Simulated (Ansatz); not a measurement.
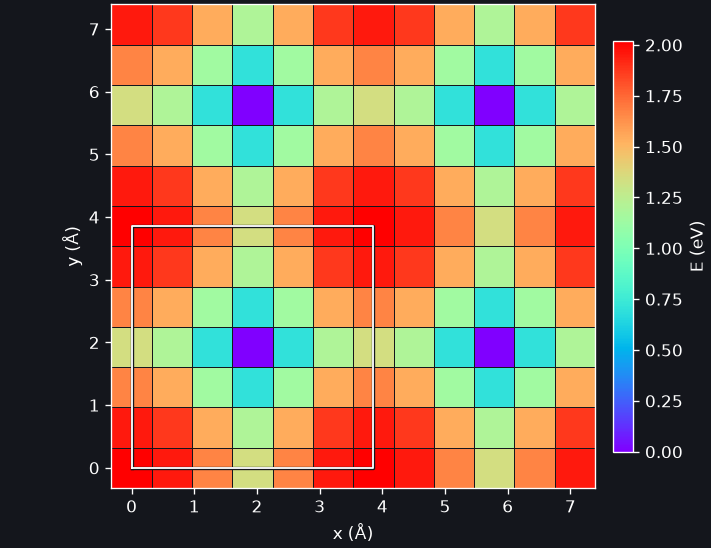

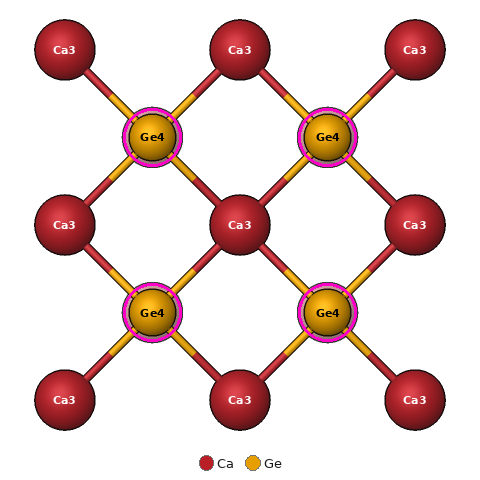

Energy landscape of Ge on a Ca(100) slab cut from the Fm-3m phase (3 atoms of substrate and one adsorbate in a 1 × 1 cell). 
- One Ge atom a 1 × 1 cell is placed over a mesh of places on the rigid (1 0 0) surface, and only its height is relaxed.
- Places are given modulo a cell vector. The map is drawn in real space over the plane of the surface.
- The scan uses a 6 × 6 grid.
- Energies: eV, counted from the lowest grid point.
- The relaxed height changes by up to 1.2 Å between neighbouring points. With one adsorbate in each 1 × 1 cell, its nearest image is 3.9 Å away, so neighbouring adsorbates interact.
- Method: DFT PBEsol, scalar-relativistic, plane waves, PAW in Ansatz 0.2.0.

The picture shows one coloured cell a grid point, the outline of one cell of the 2 × 2 shown. The second picture is the structure at the lowest point; rings mark the moved atoms.

**Where are the lowest and the highest points?**

The lowest grid point is at a fourfold hollow over a second-layer Ca atom, (3/6, 3/6) of the cell vectors. The highest grid point, the top site over a surface Ca atom, (0/6, 0/6) of the cell vectors, lies 2.02 eV above the lowest. At the lowest point the adsorbate has 4 Ca at 2.75 Å as nearest neighbours, at the highest 1 Ca at 2.89 Å. Its relaxed height above the top atom is 0.36 Å at the lowest and 2.89 Å at the highest point.

The values on the grid:

| place along a₂ ↓, place along a₁ → | 0/6 | 1/6 | 2/6 | 3/6 | 4/6 | 5/6 |
| --- | --- | --- | --- | --- | --- | --- |
| 5/6 | 1.95 | 1.88 | 1.55 | 1.19 | 1.55 | 1.88 |
| 4/6 | 1.67 | 1.55 | 1.14 | 0.70 | 1.14 | 1.55 |
| 3/6 | 1.34 | 1.19 | 0.70 | 0.00 | 0.70 | 1.19 |
| 2/6 | 1.67 | 1.55 | 1.14 | 0.70 | 1.14 | 1.55 |
| 1/6 | 1.95 | 1.88 | 1.55 | 1.19 | 1.55 | 1.88 |
| 0/6 | 2.02 | 1.95 | 1.67 | 1.34 | 1.67 | 1.95 |
